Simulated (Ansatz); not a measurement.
# Ge2SeN2 (Cmc2_1): converging the G0W0 gap, part 2 of 2

Wanted: a G0W0 gap for Ge2SeN2 (Cmc2_1) that is converged in bands and cutoff, or an estimate of the limit.

Ansatz 0.2.0; G0W0 on PBE, plane waves, PAW; PAW set soft_1. Known limits of the many-body steps: not at the basis limit; no spin-orbit coupling; coarse k mesh.

So far. Step 4 (946 empty bands, screening to 180 eV): Against the run with 4×4×4 mesh, 439 empty bands, screening to 108 eV, PAW set soft_1 files, the gap moves by −0.05 eV.

### 5. Changing the k mesh: 2×2×2 mesh, 439 empty bands, screening to 108 eV, PAW set soft_1 files

A second mesh at equal bands and cutoff isolates the sampling error. Bands and cutoff differ from the step before, so it is read against an earlier run that matches them.

Input file input.yaml:

```yaml
crystal:
  lattice:
    - [5.6390191657, -2.9515389733, 0.0]
    - [5.6390191657, 2.9515389733, 0.0]
    - [0.0, 0.0, 5.183237]
  atoms:
    - { symbol: Ge, position: [0.333819, 0.03403, 0.33372] }
    - { symbol: Ge, position: [0.96597, 0.666181, 0.33372] }
    - { symbol: Ge, position: [0.666181, 0.96597, 0.83372] }
    - { symbol: Ge, position: [0.03403, 0.333819, 0.83372] }
    - { symbol: Se, position: [0.289802, 0.710198, 0.174027] }
    - { symbol: Se, position: [0.710198, 0.289802, 0.674027] }
    - { symbol: "N", position: [0.346734, 0.090559, 0.681267] }
    - { symbol: "N", position: [0.909441, 0.653266, 0.681267] }
    - { symbol: "N", position: [0.653266, 0.909441, 0.181267] }
    - { symbol: "N", position: [0.090559, 0.346734, 0.181267] }
kpoints:
  mp_grid: { grid: [2, 2, 2] }
hamiltonian:
  xc: pbe
  pseudopotentials: { kind: paw, azcp: { folder: soft_1 } }
scf:
  occupations: { method: fixed }
gw:
  n_empty_bands: 439
  ecut_chi: 108
  qp_bands: [v3, c3]
  qp_kpoints: band_edges
  screening: { model: contour_deformation }
```

Launch:

```sh
$ ansatz run input.yaml --threads 2 --pin off --max-ram 92160MiB --backend cuda --events-out ev --progress --plain --runs-dir out --devices 1 --max-vram 13GiB
```

Numbers of over 12 decimals in the logs are rounded to 6 here.

Output:

```text
GPUs: using 1 of 1 available (devices: 1).
[...]
GPU FFT provider: cuFFT
GPU libraries: cuBLAS 13.8.2, cuFFT 12.4.0, cuSOLVER 12.3.4
Crystal: 10 atoms, lattice volume = 172.537 Å³
Basis set: ecut = 420 eV, 3383 PW (Γ)
Bands: 65, of which v1, the nominal top of the filled ones, is band 54 counted from 1 (53 counted from 0)
Symmetry: 4 space group operations
[...]
k-points: 6 of 8
[...]
1    53      6.4863   -18.7762     2.6132   -15.5908  0.7378     5.9047     5.9143  root
[...]
5    54      6.2632   -17.8050     2.5523   -14.5754  0.7354     5.5704     5.5859  root
     5    55     10.4129   -11.2736    -4.2469   -16.1618  0.7643    11.0649    11.0541  root
     5    56     10.4129   -11.2736    -4.2469   -16.1618  0.7643    11.0649    11.0541  root
     5    57     10.6833   -10.3193    -4.2336   -15.1559  0.7639    11.2964    11.2863  root
[key lines of the parts left out:]
SCF converged after 9 iterations
Free energy (F): -29654.248674 eV
Fermi energy:    6.773391 eV
```

Wall time 14 s (1 × NVIDIA H100 80GB HBM3 (shared by 6 runs) with 2 threads of AMD EPYC 7R13 (Zen 3), shared host); peak memory 1.5 GiB; 15 s of CPU time.

Numbers from this step:

| Quantity | Value |
| --- | --- |
| bands summed | 493 |
| RPA ε∞ on this mesh (eigenvalues) | 6.289, 6.747, 8.983 |
| plane waves in the screening matrix | 433 |
| G0W0 gap on the mesh | 2.888 eV |
| k of the valence top | 0, -0.5, 0 |
| k of the conduction bottom | 0, 0, 0 |
| starting gap on the mesh | 1.707 eV |
| least direct G0W0 gap on the computed points | 3.040 eV |

Against the run with 4×4×4 mesh, 439 empty bands, screening to 108 eV, PAW set soft_1 files, the gap moves by −0.06 eV.

### 6. Changing the frequency model: 4×4×4 mesh, 946 empty bands, screening to 180 eV, plasmon pole, PAW set soft_1 files

A plasmon pole stands in for the full frequency dependence of the screening; this run shows what that costs in accuracy. Bands and cutoff differ from the step before, so it is read against an earlier run that matches them.

Edit input.yaml of step 5 so:

```diff
@@ -17,3 +17,3 @@
 kpoints:
-  mp_grid: { grid: [2, 2, 2] }
+  mp_grid: { grid: [4, 4, 4] }
 hamiltonian:
@@ -24,6 +24,6 @@
 gw:
-  n_empty_bands: 439
-  ecut_chi: 108
+  n_empty_bands: 946
+  ecut_chi: 180.0
   qp_bands: [v3, c3]
   qp_kpoints: band_edges
-  screening: { model: contour_deformation }
+  screening: { model: godby_needs }
```

Output:

```text
GPUs: using 1 of 1 available (devices: 1).
[...]
GPU FFT provider: cuFFT
GPU libraries: cuBLAS 13.8.2, cuFFT 12.4.0, cuSOLVER 12.3.4
Crystal: 10 atoms, lattice volume = 172.537 Å³
Basis set: ecut = 420 eV, 3383 PW (Γ)
Bands: 65, of which v1, the nominal top of the filled ones, is band 54 counted from 1 (53 counted from 0)
Symmetry: 4 space group operations
[...]
k-points: 21 of 64 (time reversal used)
[...]
1    53      6.3714   -18.0479     2.1093   -14.9902  0.7903     5.4176     5.4231  root
[...]
19    54      6.5186   -17.5429     2.0595   -14.4686  0.7918     5.4975     5.5038  root
    19    55     10.1678   -11.9026    -4.2097   -16.7177  0.8008    10.7751    10.7732  root
    19    56     10.3724   -10.9262    -4.2091   -15.6634  0.8028    10.9020    10.9005  root
    19    57     10.9227   -10.7552    -4.4699   -15.8200  0.8043    11.5195    11.5175  root
[key lines of the parts left out:]
SCF converged after 9 iterations
Free energy (F): -29654.333719 eV
Fermi energy:    6.782973 eV
```

It took 8.9 min on 1 × NVIDIA H100 80GB HBM3 (shared by 6 runs) with 2 threads; peak memory 9.8 GiB.

Numbers from this step:

```yaml
bands_summed: 1000
plasmon_pole_fit_frequency: 29.38 eV
rpa_eps_infinity_on_this_mesh_eigenvalues: 5.318, 5.472, 7.748
plane_waves_in_the_screening_matrix: 945
g0w0_gap_on_the_mesh: 2.960 eV
k_of_the_valence_top: 0, -0.5, 0
k_of_the_conduction_bottom: 0, 0, 0
starting_gap_on_the_mesh: 1.694 eV
least_direct_g0w0_gap_on_the_computed_points: 3.082 eV
```

Against the run with 4×4×4 mesh, 946 empty bands, screening to 180 eV, PAW set soft_1 files, the gap moves by +0.06 eV.

### 7. The runs together

Times are wall times on 1 × NVIDIA H100 80GB HBM3 (shared by 6 runs) with 2 threads of AMD EPYC 7R13 (Zen 3), shared host, good to a factor of about two.

```
 mesh           files            frequency  bands summed  cutoff (eV)  start (eV)  G0W0 (eV)     time  host memory (GiB)
4×4×4  PAW set soft_1  contour deformation           209           54       1.694      2.891     37 s                1.5
4×4×4  PAW set soft_1  contour deformation           493          108       1.694      2.947    2 min                2.6
4×4×4  PAW set soft_1  contour deformation          1000          180       1.694      2.895  5.6 min                5.8
2×2×2  PAW set soft_1  contour deformation           493          108       1.707      2.888     14 s                1.5
4×4×4  PAW set soft_1         plasmon pole          1000          180       1.694      2.960  8.9 min                9.8
```

How the two edges are built up, in eV (the quasiparticle level is the starting level plus Σx plus Σc less Vxc):

```csv
run,edge,start,Σx,Σc,Vxc,Z,QP
209 bands,valence top,6.73,-19.27,3.00,-16.04,0.76,6.50
209 bands,conduction bottom,8.48,-12.59,-2.97,-16.47,0.79,9.39
493 bands,valence top,6.73,-19.27,2.62,-16.04,0.75,6.13
493 bands,conduction bottom,8.48,-12.59,-3.29,-16.47,0.78,9.07
1000 bands,valence top,6.73,-19.27,2.42,-16.04,0.75,5.92
1000 bands,conduction bottom,8.48,-12.59,-3.54,-16.47,0.78,8.82
```

 Where G0W0 reorders the edges (209 bands, 493 bands and 1000 bands), the two states listed lie further apart at the start than the starting gap.

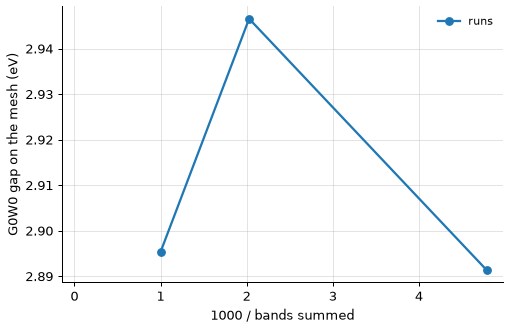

The gap against one over the number of bands.

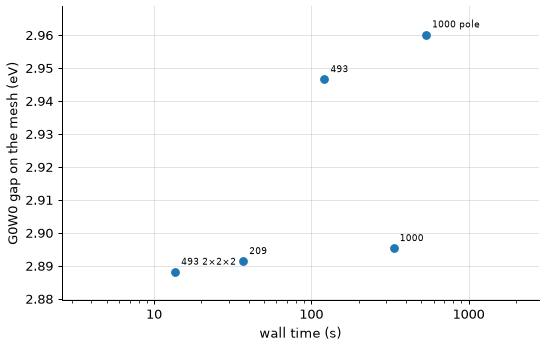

Result against wall time.

### 8. What came out

```yaml
209_bands_54_ev: 2.891 eV
493_bands_108_ev: 2.947 eV
1000_bands_180_ev: 2.895 eV
mesh_and_start: 4×4×4, PBE
```

What this shows: From 209 to 1000 bands the gap moves by +0.004 eV while the time grows 9.1-fold. Σc changes by −0.58 eV at the valence top and −0.58 eV at the conduction bottom, so the levels themselves move more than the gap between them. The gap turns back along the series, so no limit is drawn from it. On the 2×2×2 mesh in place of 4×4×4 the gap differs by −0.06 eV, of which +0.01 eV is already in the start. The plasmon-pole model gives +0.06 eV against contour deformation, 5 % of the correction, and saved no time in this program. The many-body steps are scalar-relativistic: spin-orbit coupling is not in them.

[Paths, hosts, dates, memory and timing lines, banners, echoed tables and standing remarks are left out of the program output.]

[Logs are printed without paths, hosts, clocks, repeated set-up lines and the standing remarks that a program may print on its own settings, such as how far it seeks lower states.]

[Runs of the session that timed out or met a known fault of the program may be left out.]

[Cells called generated may have been cut or substituted from an entry of the Crystallography Open Database or the Materials Project.]

[Hosts, paths, dates, database ids (printed as entryN), source tags and the programs' standing remarks are cut or masked in the printed files.]
